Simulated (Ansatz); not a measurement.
**Run report: B$_{48}$N$_{48}$, single-point calculation (part 1 of 2)**

- system: B$_{48}$N$_{48}$ (P6₃mc, 96 atoms in the cell)
- method: DFT, r2SCAN, PAW, plane waves (Ansatz 0.2.0)

The structure was built on a prototype by a generator.

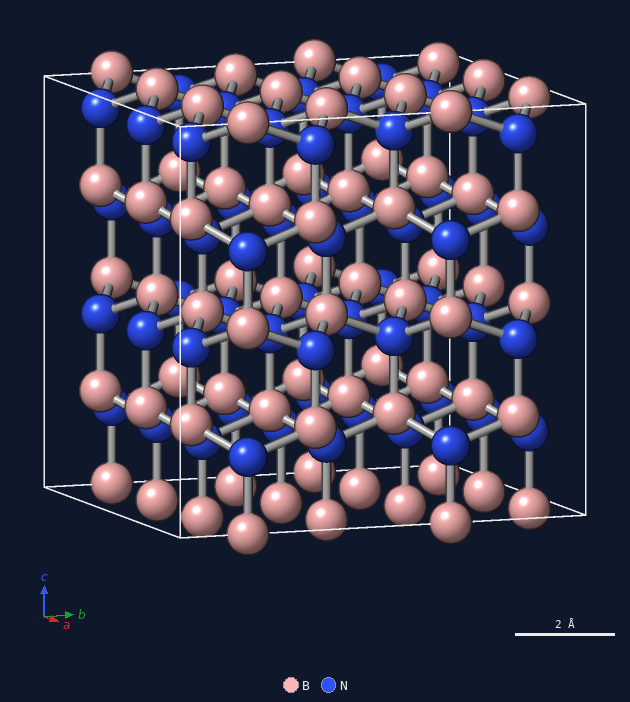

Fig. 1: The structure as given in the input (ball-and-stick view of the cell of the calculation, seen slightly off an axis).

The input
```yaml
crystal:
  lattice:
    - [7.622990, 0.000000, 0.000000]
    - [0.000000, 8.802271, 0.000000]
    - [0.000000, 0.000000, 8.406582]
  atoms:
    - { symbol: B, position: [0.000000, 0.166667, 0.000384] }
    - { symbol: B, position: [0.000000, 0.166667, 0.500384] }
    - { symbol: B, position: [0.333333, 0.166667, 0.000384] }
    - { symbol: B, position: [0.333333, 0.166667, 0.500384] }
    - { symbol: B, position: [0.166667, 0.416667, 0.000384] }
    - { symbol: B, position: [0.166667, 0.416667, 0.500384] }
    - { symbol: B, position: [0.000000, 0.666667, 0.000384] }
    - { symbol: B, position: [0.000000, 0.666667, 0.500384] }
    - { symbol: B, position: [0.666667, 0.166667, 0.000384] }
    - { symbol: B, position: [0.666667, 0.166667, 0.500384] }
    - { symbol: B, position: [0.500000, 0.416667, 0.000384] }
    - { symbol: B, position: [0.500000, 0.416667, 0.500384] }
    - { symbol: B, position: [0.333333, 0.666667, 0.000384] }
    - { symbol: B, position: [0.333333, 0.666667, 0.500384] }
    - { symbol: B, position: [0.166667, 0.916667, 0.000384] }
    - { symbol: B, position: [0.166667, 0.916667, 0.500384] }
    - { symbol: B, position: [0.833333, 0.416667, 0.000384] }
    - { symbol: B, position: [0.833333, 0.416667, 0.500384] }
    - { symbol: B, position: [0.666667, 0.666667, 0.000384] }
    - { symbol: B, position: [0.666667, 0.666667, 0.500384] }
    - { symbol: B, position: [0.500000, 0.916667, 0.000384] }
    - { symbol: B, position: [0.500000, 0.916667, 0.500384] }
    - { symbol: B, position: [0.833333, 0.916667, 0.000384] }
    - { symbol: B, position: [0.833333, 0.916667, 0.500384] }
    - { symbol: B, position: [0.166667, 0.083333, 0.250384] }
    - { symbol: B, position: [0.166667, 0.083333, 0.750384] }
    - { symbol: B, position: [0.000000, 0.333333, 0.250384] }
    - { symbol: B, position: [0.000000, 0.333333, 0.750384] }
    - { symbol: B, position: [0.500000, 0.083333, 0.250384] }
    - { symbol: B, position: [0.500000, 0.083333, 0.750384] }
    - { symbol: B, position: [0.333333, 0.333333, 0.250384] }
    - { symbol: B, position: [0.333333, 0.333333, 0.750384] }
    - { symbol: B, position: [0.166667, 0.583333, 0.250384] }
    - { symbol: B, position: [0.166667, 0.583333, 0.750384] }
    - { symbol: B, position: [0.000000, 0.833333, 0.250384] }
    - { symbol: B, position: [0.000000, 0.833333, 0.750384] }
    - { symbol: B, position: [0.833333, 0.083333, 0.250384] }
    - { symbol: B, position: [0.833333, 0.083333, 0.750384] }
    - { symbol: B, position: [0.666667, 0.333333, 0.250384] }
    - { symbol: B, position: [0.666667, 0.333333, 0.750384] }
    - { symbol: B, position: [0.500000, 0.583333, 0.250384] }
    - { symbol: B, position: [0.500000, 0.583333, 0.750384] }
    - { symbol: B, position: [0.333333, 0.833333, 0.250384] }
    - { symbol: B, position: [0.333333, 0.833333, 0.750384] }
    - { symbol: B, position: [0.833333, 0.583333, 0.250384] }
    - { symbol: B, position: [0.833333, 0.583333, 0.750384] }
    - { symbol: B, position: [0.666667, 0.833333, 0.250384] }
    - { symbol: B, position: [0.666667, 0.833333, 0.750384] }
    - { symbol: N, position: [0.000000, 0.166667, 0.187616] }
    - { symbol: N, position: [0.000000, 0.166667, 0.687616] }
    - { symbol: N, position: [0.333333, 0.166667, 0.187616] }
    - { symbol: N, position: [0.333333, 0.166667, 0.687616] }
    - { symbol: N, position: [0.166667, 0.416667, 0.187616] }
    - { symbol: N, position: [0.166667, 0.416667, 0.687616] }
    - { symbol: N, position: [0.000000, 0.666667, 0.187616] }
    - { symbol: N, position: [0.000000, 0.666667, 0.687616] }
    - { symbol: N, position: [0.666667, 0.166667, 0.187616] }
    - { symbol: N, position: [0.666667, 0.166667, 0.687616] }
    - { symbol: N, position: [0.500000, 0.416667, 0.187616] }
    - { symbol: N, position: [0.500000, 0.416667, 0.687616] }
    - { symbol: N, position: [0.333333, 0.666667, 0.187616] }
    - { symbol: N, position: [0.333333, 0.666667, 0.687616] }
    - { symbol: N, position: [0.166667, 0.916667, 0.187616] }
    - { symbol: N, position: [0.166667, 0.916667, 0.687616] }
    - { symbol: N, position: [0.833333, 0.416667, 0.187616] }
    - { symbol: N, position: [0.833333, 0.416667, 0.687616] }
    - { symbol: N, position: [0.666667, 0.666667, 0.187616] }
    - { symbol: N, position: [0.666667, 0.666667, 0.687616] }
    - { symbol: N, position: [0.500000, 0.916667, 0.187616] }
    - { symbol: N, position: [0.500000, 0.916667, 0.687616] }
    - { symbol: N, position: [0.833333, 0.916667, 0.187616] }
    - { symbol: N, position: [0.833333, 0.916667, 0.687616] }
    - { symbol: N, position: [0.166667, 0.083333, 0.437616] }
    - { symbol: N, position: [0.166667, 0.083333, 0.937616] }
    - { symbol: N, position: [0.000000, 0.333333, 0.437616] }
    - { symbol: N, position: [0.000000, 0.333333, 0.937616] }
    - { symbol: N, position: [0.500000, 0.083333, 0.437616] }
    - { symbol: N, position: [0.500000, 0.083333, 0.937616] }
    - { symbol: N, position: [0.333333, 0.333333, 0.437616] }
    - { symbol: N, position: [0.333333, 0.333333, 0.937616] }
    - { symbol: N, position: [0.166667, 0.583333, 0.437616] }
    - { symbol: N, position: [0.166667, 0.583333, 0.937616] }
    - { symbol: N, position: [0.000000, 0.833333, 0.437616] }
    - { symbol: N, position: [0.000000, 0.833333, 0.937616] }
    - { symbol: N, position: [0.833333, 0.083333, 0.437616] }
    - { symbol: N, position: [0.833333, 0.083333, 0.937616] }
    - { symbol: N, position: [0.666667, 0.333333, 0.437616] }
    - { symbol: N, position: [0.666667, 0.333333, 0.937616] }
    - { symbol: N, position: [0.500000, 0.583333, 0.437616] }
    - { symbol: N, position: [0.500000, 0.583333, 0.937616] }
    - { symbol: N, position: [0.333333, 0.833333, 0.437616] }
    - { symbol: N, position: [0.333333, 0.833333, 0.937616] }
    - { symbol: N, position: [0.833333, 0.583333, 0.437616] }
    - { symbol: N, position: [0.833333, 0.583333, 0.937616] }
    - { symbol: N, position: [0.666667, 0.833333, 0.437616] }
    - { symbol: N, position: [0.666667, 0.833333, 0.937616] }
  symmetry: { detect: false }
kpoints:
  mp_grid: { grid: [1, 1, 1], shift: [0.25, 0.25, 0.25] }
hamiltonian:
  xc: r2scan
scf:
  occupations: { method: fermi_dirac, width: 0.01 }
output:
  forces: true
  eigenvalues: true
  populations: true
  eigenstates: { kpoints: [[0.25, 0.25, 0.25]], e_range: [-6.0, 6.0], localisation: true }
  write_density: true
  write_potential: true
  elf: true
  volumetric_format: npy
```

Run as:
```bash
ansatz run in.yaml --threads 8 --pin off --max-ram 17100MiB --runs-dir r --events-out ev --progress --plain
```

What the program printed
```
Pseudopotentials: kind: paw
Functional definition: r2SCAN
  parameter k0 = 0.174
  parameter k1 = 0.065
  parameter a1 = 4.9479
  exchange = r2scan_x(k0 = k0, k1 = k1, a1 = a1)
  correlation = r2scan_c
Crystal: 96 atoms, lattice volume = 564.078 Å³
Basis set: ecut = 500 eV, 14321 PW (Γ), exchange–correlation on 240×288×256 points (64 copies of the dense FFT grid, shifted against one another)
Bands: 288, of which v1, the nominal top of the filled ones, is band 192 counted from 1 (191 counted from 0)
Symmetry: 1 space group operations
k-points: 1
Non-local potential: B, projectors of the file, l = 0: 2, l = 1: 2, l = 2: 1
Non-local potential: N, projectors of the file, l = 0: 2, l = 1: 2, l = 2: 1
PAW form: soft (Blöchl's): semilocal exchange-correlation on the pseudo side does not see the compensation charge
PAW frozen core: B, regenerated for the run's functional (the file was generated under x = pbe(κ = 0.804, μ = 0.2195149727645171), c = pbe(β = 0.06672455060314922))
PAW frozen core: N, regenerated for the run's functional (the file was generated under x = pbe(κ = 0.804, μ = 0.2195149727645171), c = pbe(β = 0.06672455060314922))
PAW one-centre angular grid: B, 302 points (default); XC on 160 Gauss nodes
PAW one-centre angular grid: N, 302 points (default); XC on 160 Gauss nodes
Initial density: superposition of atomic densities (neutral atoms: chi_scale 0, normalization atom), corrected by the library's trained network
Initial wavefunctions: pseudopotential atomic-orbital guess
Functional: x = r2scan, c = r2scan; τ floored in thin density (d = 2e-4 eV/Å³)
SCF iter   1: F=—  HF=-26105.936137 eV  |F-HF|=—  |Δ(HF+E_count)|=         —  Δρ=1.04e-2  dr2=3.99e-1  dr2_τ=1.57e1  ethr=1.77e-3  ⟨swp⟩=6.0  Hψ=1262  notcnv=0  defer=32
preconditioner: auto → Resta (q_TF=auto, 2.559 Å⁻¹)  ε∞=3.7  [insulator: Δε(μ)=6.998 eV  Ē_g=18.791 eV  σ=0.010 eV  W_gap=1.00  n_scr=154 (ndim 8)  ℏωp=30.6 eV  f_vac=0.000  D(μ)=0.00/eV (n_scr^D=0)  ε∞_Penn≈3.7]
SCF iter   2: F=—  HF=-26110.496103 eV  |F-HF|=—  |Δ(HF+E_count)|=    4.56e0  Δρ=7.54e-3  dr2=1.77e-1  dr2_τ=4.72e-3  ethr=1.04e-4  ⟨swp⟩=3.0  Hψ=536  notcnv=0  defer=90
SCF iter   3: F=—  HF=-26110.495273 eV  |F-HF|=—  |Δ(HF+E_count)|=   8.30e-4  Δρ=2.69e-3  dr2=3.24e-2  dr2_τ=2.40e-3  ethr=4.61e-5  ⟨swp⟩=2.0  Hψ=386  notcnv=0  defer=90
SCF iter   4: F=—  HF=-26110.492783 eV  |F-HF|=—  |Δ(HF+E_count)|=   2.49e-3  Δρ=2.54e-4  dr2=2.75e-4  dr2_τ=1.91e-4  ethr=8.44e-6  ⟨swp⟩=2.0  Hψ=386  notcnv=0  defer=90
SCF iter   5: F=—  HF=-26110.492939 eV  |F-HF|=—  |Δ(HF+E_count)|=   1.56e-4  Δρ=9.92e-5  dr2=3.93e-5  dr2_τ=1.18e-6  ethr=7.16e-8  ⟨swp⟩=2.0  Hψ=390  notcnv=0  defer=90
SCF iter   6: F=—  HF=-26110.493437 eV  |F-HF|=—  |Δ(HF+E_count)|=   4.98e-4  Δρ=2.82e-5  dr2=3.26e-6  dr2_τ=8.99e-8  ethr=1.02e-8  ⟨swp⟩=3.0  Hψ=390  notcnv=0  defer=90
SCF iter   7: F=-26110.493438 eV  HF=-26110.493438 eV  |F-HF|=1.48e-8  |Δ(HF+E_count)|=   6.95e-7  Δρ=3.57e-6  dr2=5.32e-8  dr2_τ=4.81e-9  ethr=2.60e-11  ⟨swp⟩=19.0  Hψ=2531  notcnv=0
SCF 1 converged in 7 iterations: F = -26110.493438 eV  dr2 = 5.32e-8
  greatest PAW one-centre occupation: 0.798 electrons in one spin orbital (limit 2), on the N atom at site 62 (counted from 0), in its partial waves of l = 0
```

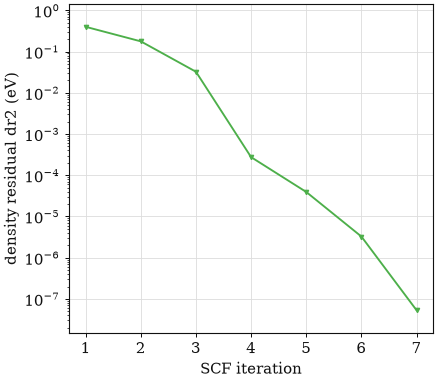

Fig. 2: Convergence of the self-consistent field: density residual dr2 against the SCF iteration. The residual falls at every step.

```
NSCF: frozen V_eff on 1 k-points
SCF converged after 7 iterations
Free energy (F): -26110.493438 eV
Harris-Foulkes:  -26110.493438 eV  (|F-HF|=1.48e-8)
Internal energy: -26110.493438 eV  (E = F + TS)
E sigma→0 (E₀):  -26110.493438 eV
Fermi energy:    14.421966 eV
--- Per-component energies (eV) ---
  E_band       = 1075.617347
  E_kinetic    = 8942.522192
  E_local      = -8431.573627  (includes V_loc(G=0)·N_el)
  E_nonlocal   = 2684.197106
  E_hartree    = 2397.754457
  E_xc         = -4435.440950
  E_vxc        = -6139.048278  (∫ρ·V_xc dr)
  E_paw        = -10055.611355  (= ΣΔE_a)
  E_vpaw       = -1112.120304  (= ΣTr[D̂ρ^β])
  E_aug_tail   = 0.000972  (compensation charges beyond the density's cutoff)
  E_vtau       = 336.143441  (kinetic-family band-sum trace: ∫τ·v_τ [+ j·A + Jᵃ·Aᵃ] dr)
  E_ewald      = -17210.037912
  E_core_change = -2.304319  (= ΣΔE_core)
  E_smearing   = -0.000000  (= −TS)
  E_closure    = -0.000000  (closes the sum)
  Σ components = -26110.493438   (vs F -26110.493438, Δ=0.00e0)
```
